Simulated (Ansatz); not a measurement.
System BN (space group Fmm2, No. 42); source of the atomic positions: the input geometry of an electronic-structure calculation (not necessarily at equilibrium).

```cif
data_structure
_symmetry_space_group_name_H-M 'Fmm2'
_symmetry_Int_Tables_number 42
_cell_length_a 2.5077
_cell_length_b 6.6790
_cell_length_c 4.3377
_cell_angle_alpha 90.000
_cell_angle_beta 90.000
_cell_angle_gamma 90.000
_cell_volume 72.65
loop_
_atom_site_label
_atom_site_type_symbol
_atom_site_symmetry_multiplicity
_atom_site_Wyckoff_symbol
_atom_site_fract_x
_atom_site_fract_y
_atom_site_fract_z
_atom_site_occupancy
B1 B 4 a 0.50000 0.00000 0.49989 1
N1 N 4 a 0.50000 0.00000 0.83341 1
```

Describe how the polyhedra about B are linked (bonds: B–N below 1.6 Å).

B: BN3 triangle, sharing corners with six neighbours.

They form layers of corner-sharing triangles parallel to (010).

Centre to centre across a shared corner: 2.51 Å.

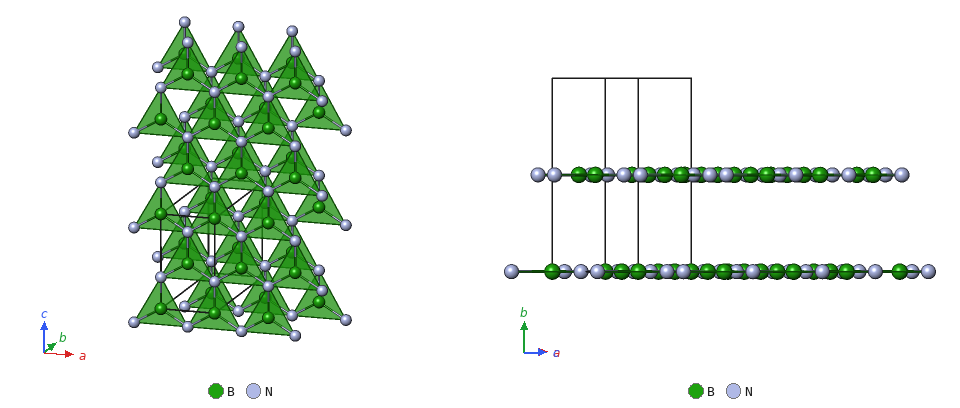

Polyhedra are drawn about B (bonds: B–N below 1.6 Å); other atoms are plain spheres. Two views of the same piece.
